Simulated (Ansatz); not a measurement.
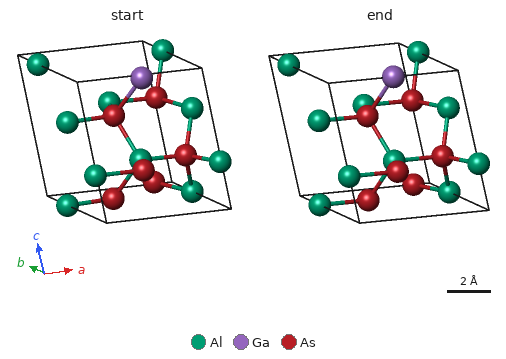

The structure of a crystal of Al₅GaAs₆ (a generated structure, set up in P1) (coarse preliminary run) before (left) and after (right) a relaxation, at one scale.

Style: ball-and-stick. Shown: the cell of the calculation, reduced to other axes, slightly off an axis. Lengths and directions refer to the drawn axes.

All numbers below come from DFT PBE, scalar-relativistic, plane waves, PAW in Ansatz. Settings: plane-wave cutoff 420 eV; k-point mesh 2 × 3 × 3; occupations gaussian; smearing width 0.1 eV; no spin polarisation; cell and atoms relaxed; force threshold 0.025 eV/Å; at most 60 steps.

What changed between the two?

The energy falls by 101 meV per atom in 3 accepted moves (4 points after the start). Largest force component: 3.6 eV/Å at the start, 0.011 eV/Å at the end. The pressure goes from 3.27 to 0.02 GPa. The SCF was repeated once at an unchanged geometry on a basis and grid sized afresh for the cell, which shifted the energy by 0.2 meV per atom at most. The Ga atom moves most relative to the cell: 0.18 Å along [−2 −1 3]. By element the largest moves are Ga 0.18 Å, As 0.16 Å, Al 0.12 Å. Cell: a 6.407 → 6.644 Å (+3.7 %), b 7.021 → 7.001 Å (−0.3 %), c 7.039 → 7.001 Å (−0.5 %), α 60.3° → 60.0°, β 88.7° → 90.0°, γ 89.7° → 90.0°. Volume +2.5 %. Among the contacts that change: As–Ga 2.194 → 2.495 Å, Al–As 2.278 → 2.477 Å, Al–As 2.292 → 2.484 Å, Al–As 2.646 → 2.474 Å. Bond angles that change, for instance: Al–As–Ga 117.7° → 109.3°, As–Ga–As 117.9° → 109.8°, Al–As–Ga 101.1° → 109.0°. The space group (tolerance 0.01 Å) goes from P1 (No. 1) to P31m (No. 157).
